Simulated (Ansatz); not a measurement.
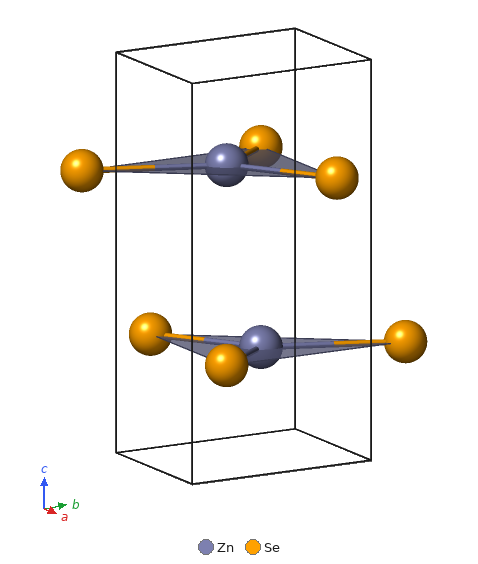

Drawn in the polyhedral manner and seen slightly off an axis. The frame is the conventional unit cell; atoms at its boundary are shown with their periodic copies. Some neighbours outside the box are added.

ZnSe, space group P6_3/mmc (No. 194), a = 4.151 Å, b = 4.151 Å, c = 6.401 Å, α = 90.00°, β = 90.00°, γ = 120.00°. Provenance: a structure type filled with these elements by a generator (whether the compound takes this form wasn't checked). The cell was then strained or its atoms displaced on purpose. Ansatz was used for an electronic-structure calculation on it.

This one geometry was computed with Ansatz (DFT, plane waves, PAW) at three levels of theory: r2SCAN, PBE and HSE06. It was relaxed with r2SCAN and then strained.

Which level gives the highest pressure at this volume, and what does that say about its equilibrium volume?

Highest: PBE (1.0 GPa), which points to the largest equilibrium volume. Lowest, with the smallest volume: r2SCAN (-1.0 GPa). Levels within 0.5 GPa of each other can't be told apart.

How does the band gap change with the level of theory?

PBE: a gap of 0.57 eV, direct; r2SCAN: a gap of 1.09 eV, direct; HSE06: a gap of 1.65 eV, direct.

Collect the results in a table.

| level | cutoff (eV) | k-mesh of the run's cell | gap (eV) | pressure (GPa) |
| --- | --- | --- | --- | --- |
| r2SCAN | 500 | 12×12×4 | 1.09 | -1.0 |
| PBE | 420 | 12×12×4 | 0.57 | 1.0 |
| HSE06 | 420 | 6×6×4 | 1.65 | 0.0 |

Gaps are taken on the k-mesh or band path of each run.
